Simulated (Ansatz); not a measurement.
## Run report: Al32P, molecular dynamics (part 5 of 5)

Continued. System: Al32P (defect cell, 33 atoms in the cell). Method: DFT PBE, scalar-relativistic, plane waves, PAW, PAW set soft_1, no spin polarisation (Ansatz 0.2.0); cutoff 420 eV, 2×2×2 k-mesh, Fermi–Dirac smearing of 0.1 eV. It belongs to a series of runs on one base structure; here: dynamics from the last frame of the run before.

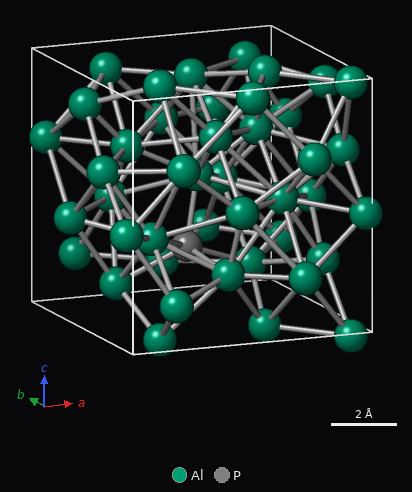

The geometry at step 249 of the log (ball-and-stick view of the cell of the calculation, seen slightly off an axis).

## Trajectory as extended XYZ, continued
```
33
Lattice="8.1000 0.0000 0.0000 0.0000 8.1000 0.0000 0.0000 0.0000 8.1000" Properties=species:S:1:pos:R:3:forces:R:3 step=237 time_fs=474.0 energy=-17947.88146 temperature=1481.1
Al    4.1981    0.4654   -0.3284   -0.6089  -0.8339  -0.5281
Al    5.7199    2.5403   -0.1408   -0.0388  -0.1364  -0.1562
Al    6.1670    0.1809    1.7138   -2.6076  -0.5565   0.3742
Al   -0.4701    0.6374   -0.2559    0.6260  -0.3793  -1.0243
Al    1.7952    2.0570   -0.3022   -0.4159   1.0825   0.0879
Al    3.8041    4.8545   -0.5553    0.3663  -0.4648  -0.2662
Al    6.2567    6.1989   -0.5455   -1.3295   1.6715   0.4001
Al    1.6345    0.2393    1.4201    0.5481  -0.2261   0.9369
Al    3.9020    1.8323    1.8988    1.2329  -0.5728  -0.5076
Al    6.1064    4.5813    1.4595   -0.9784  -0.5413   0.1306
Al    4.1626    0.4922    4.2123   -0.2832   2.4085  -3.4221
Al    6.1524    2.1116    3.9940   -1.5049   0.4945   0.7989
Al    5.9561    0.1414    5.7277    1.2319   0.5401   1.1116
Al   -0.2072    4.3639   -0.6122    2.2503  -0.7556   0.4226
Al    1.7703    6.6132   -0.5060   -0.1424  -0.0841  -0.7249
Al   -0.7305    2.2549    1.9845    2.0014   1.1890  -1.9549
Al    1.3109    4.4548    1.3357   -0.0173   0.1111  -0.1480
Al    3.9544    6.5070    1.4375   -0.1683   1.2567   0.5402
Al   -0.0104    0.2034    3.5561   -0.2894   1.1380   1.0127
Al    1.8136    2.4421    3.0119   -1.1663  -0.1658   1.5411
Al    4.0947    4.1573    4.2173    1.1008   0.1127   0.5364
Al    5.6064    6.1676    3.6892    1.4199   0.5945  -0.7353
Al    2.1546    0.6517    5.5235   -1.8927  -1.0143   0.4997
Al    3.5701    2.6480    6.0635    1.3751  -0.8246   0.4667
Al    6.2017    4.0743    5.9439   -1.8045   0.3251  -2.2191
Al   -0.3198    6.4916    1.7994    0.9454  -0.5524  -0.8524
Al   -0.3200    4.4149    3.4120    0.3526  -0.0124   1.6709
Al    1.7647    6.5097    3.6455    0.6770  -0.4611  -0.4138
Al    0.1085    2.4411    5.4370    0.7427  -0.1321   0.6493
Al    1.9958    4.5710    5.5130   -1.7759   0.4305   0.3899
Al    3.8462    6.6801    5.3542   -1.1391  -2.6290   2.7707
Al   -0.3602    6.4762    5.4458    1.1326  -0.8545   0.0366
P     3.4890    4.2109    2.0951    0.1604  -0.1580  -1.4242
33
Lattice="8.1000 0.0000 0.0000 0.0000 8.1000 0.0000 0.0000 0.0000 8.1000" Properties=species:S:1:pos:R:3:forces:R:3 step=249 time_fs=498.0 energy=-17948.41278 temperature=1349.6
Al    4.2226    0.3940   -0.3696   -0.3687  -0.9024  -0.1891
Al    5.5600    2.5890   -0.0976    1.1885  -0.4824   0.1950
Al    5.9229    0.1969    1.8643    0.0148  -0.7785   0.1842
Al   -0.4641    0.6121   -0.2093    0.0752   0.2483  -0.7158
Al    1.8411    2.1924   -0.1520   -0.0491   0.2986  -0.2429
Al    3.9292    4.6320   -0.4827   -0.4305  -0.1737  -0.4468
Al    6.4452    6.2635   -0.4969   -0.9473   0.0583  -0.0809
Al    1.5160    0.0917    1.3839    1.3134   0.8479   0.5962
Al    3.8916    1.5719    1.8727   -1.0323   1.6946  -1.5500
Al    5.9503    4.6832    1.4320   -0.1071  -0.5647   0.8272
Al    3.9975    0.6991    4.0224   -0.8012  -1.8286   1.3169
Al    5.9531    2.1419    4.0254    0.0510   0.8575  -0.2258
Al    6.1140   -0.0654    5.7072   -1.6544   2.3009   0.0089
Al    0.1795    4.2477   -1.0039   -3.5740  -0.6312   2.7770
Al    1.7470    6.2824   -0.4355    0.1007   1.8047  -1.5690
Al   -0.6686    2.3671    1.8968    0.2765   0.1759  -1.0412
Al    1.3665    4.5864    1.1886    0.0584  -1.5005   1.8260
Al    3.6802    6.3284    1.3742    0.4645   1.5805   0.7783
Al   -0.0686    0.3525    3.7249   -0.1387  -0.4004  -0.9828
Al    1.6482    2.3851    3.0522    0.4906   0.1114   0.6511
Al    3.9976    4.3407    4.4975   -1.3126   0.2634  -0.5252
Al    5.6064    6.1774    3.8844    0.9832   0.6754  -0.9972
Al    1.9431    0.5377    5.5775   -0.4104  -0.2242   0.6651
Al    3.8259    2.4268    6.1034   -0.5178  -0.6217  -0.2864
Al    5.9118    4.1469    5.8477    2.1259   0.3409   0.5009
Al   -0.3171    6.5686    1.6866   -0.0430  -0.5567   0.6905
Al   -0.2312    4.4480    3.4518   -0.0550   0.4864   0.6887
Al    2.0022    6.4939    3.5346   -0.1255  -0.0823   0.3015
Al    0.0058    2.3714    5.3314    0.2241   0.1990   0.9563
Al    1.7112    4.5085    5.5756    2.5045   0.3339  -2.8638
Al    3.8099    6.7507    5.8082   -0.3031  -0.6416   0.0287
Al   -0.1176    6.6753    5.5560    1.9831  -1.9482  -0.3432
P     3.5483    4.0826    2.3038    0.0162  -0.9404  -0.9323
33
Lattice="8.1000 0.0000 0.0000 0.0000 8.1000 0.0000 0.0000 0.0000 8.1000" Properties=species:S:1:pos:R:3:forces:R:3 step=260 time_fs=520.0 energy=-17948.67790 temperature=1392.6
Al    4.1654    0.1637   -0.3827    0.3160   1.1129   0.9616
Al    5.6222    2.5751   -0.0026    0.9171  -1.4040  -0.4388
Al    5.6563    0.0557    2.0118    0.8478   0.1556  -0.2106
Al   -0.4922    0.5958   -0.3620    0.4505  -0.1276   0.0549
Al    1.8772    2.3133   -0.0730    0.1065  -0.7433  -1.0855
Al    4.0305    4.3913   -0.4055   -1.5824   0.9175  -0.3507
Al    6.3369    6.2522   -0.5307   -0.3042  -0.0871   0.2246
Al    1.5108    0.0862    1.4681   -0.2047   0.3030  -0.1414
Al    3.6692    1.5099    1.6618   -0.0252   1.3708   0.1975
Al    5.8077    4.6645    1.5682    0.7379  -0.1556   0.4912
Al    3.7066    0.6696    4.0140    0.0572  -1.3705  -0.1801
Al    5.6855    2.2828    4.0929    0.8821   0.2971  -1.2927
Al    6.0032    0.0006    5.6942   -0.0784   0.7972  -0.1238
Al    0.1379    4.0676   -0.9264   -1.2853   0.8328   1.0981
Al    1.6896    6.2482   -0.5670    0.4053   0.3873   1.4094
Al   -0.4691    2.4433    1.5993   -0.5421  -0.1483   0.0853
Al    1.4248    4.4696    1.2944   -0.0317   0.2920   0.8628
Al    3.5426    6.3992    1.4734    0.8588   0.2430  -0.4042
Al   -0.2424    0.4668    3.7687   -0.3091  -1.1087  -1.0137
Al    1.5145    2.3004    3.1260    1.0884   0.2866   0.9311
Al    3.8070    4.5109    4.6510    3.2228  -0.1857  -2.4089
Al    5.6769    6.2619    3.8644    0.2630  -0.0084  -0.1598
Al    1.7815    0.3959    5.6644    0.5246   1.1809   0.7952
Al    3.9661    2.2054    6.0243   -0.7830   0.2423   0.5665
Al    5.9019    4.2775    5.7993    1.8009   0.0312   0.3349
Al   -0.3753    6.4667    1.7364    0.1839   0.0683   0.2575
Al   -0.1789    4.4009    3.5683   -0.7896   0.3746  -0.0582
Al    2.1227    6.5115    3.5332   -0.7680   0.0326   0.8102
Al   -0.0944    2.3539    5.4493   -0.1756  -0.2624   0.2637
Al    1.7782    4.4105    5.2838   -3.4607  -0.7595   1.4080
Al    3.7468    6.6529    6.1104    0.3562  -1.2126  -2.0579
Al    0.3216    6.5791    5.5986   -2.5634  -0.8203  -1.2719
P     3.6226    3.9534    2.2672   -0.1158  -0.5317   0.4455
```

## Results in brief

| quantity | value |
| --- | --- |
| outcome | finished |
| mean temperature over the second half | 1448 K |
| trajectory | 260 steps, 520 fs |
| ensemble | nvt_langevin |
| temperature in the input | 1680.0 K |
| time step | 2 fs |
| electrons treated | 101 |
| potential energy (free energy of the electrons) (last step) | −17948.6779 eV |
| Fermi energy (last step) | 8.037 eV |
| largest force (length of the vector) (last step) | 4.028 eV/Å |
| wall time | 37 min (CPU time 74 min) |
| peak memory | 1.2 GiB |

## Notes

The input asks for low accuracy.
